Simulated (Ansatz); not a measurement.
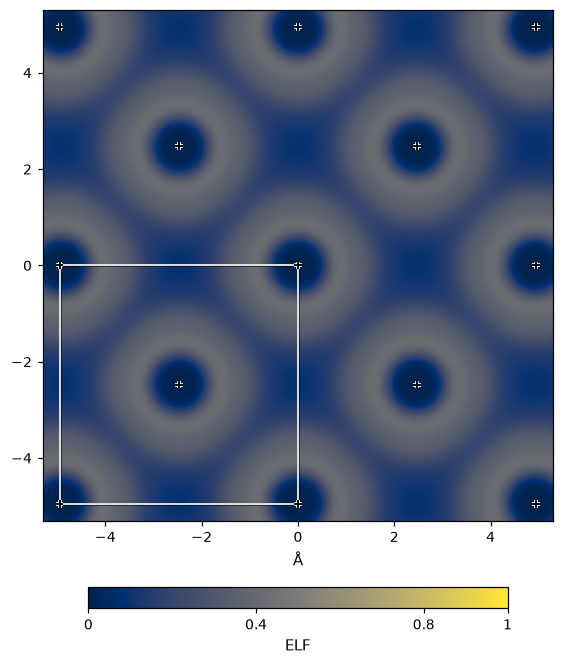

The electron localisation function on a plane through atoms (crosses mark nuclei in the plane).

Method: Ansatz, Kohn-Sham DFT of a periodic cell, LDA, Ansatz PAW.

Candidates:
A. Pb, a = 4.95 Å, b = 4.95 Å, c = 4.95 Å, α = 90.00°, β = 90.00°, γ = 90.00°. Space group Fm-3m; computed pressure about −2 GPa in this cell.
B. Sn, a = 5.96 Å, b = 5.96 Å, c = 3.24 Å, α = 90.00°, β = 90.00°, γ = 90.00°. Space group I4₁/amd; a structure from a database of computed crystals, not necessarily the ambient phase; computed pressure about −4 GPa in this cell.

Which candidate gave the map?

Candidate A: Pb on the (100) plane of the conventional cell, which holds Pb. Pb–Pb (3.50 Å): the ELF is about 0.20 at the midpoint: no shared electron pair shows on this line.
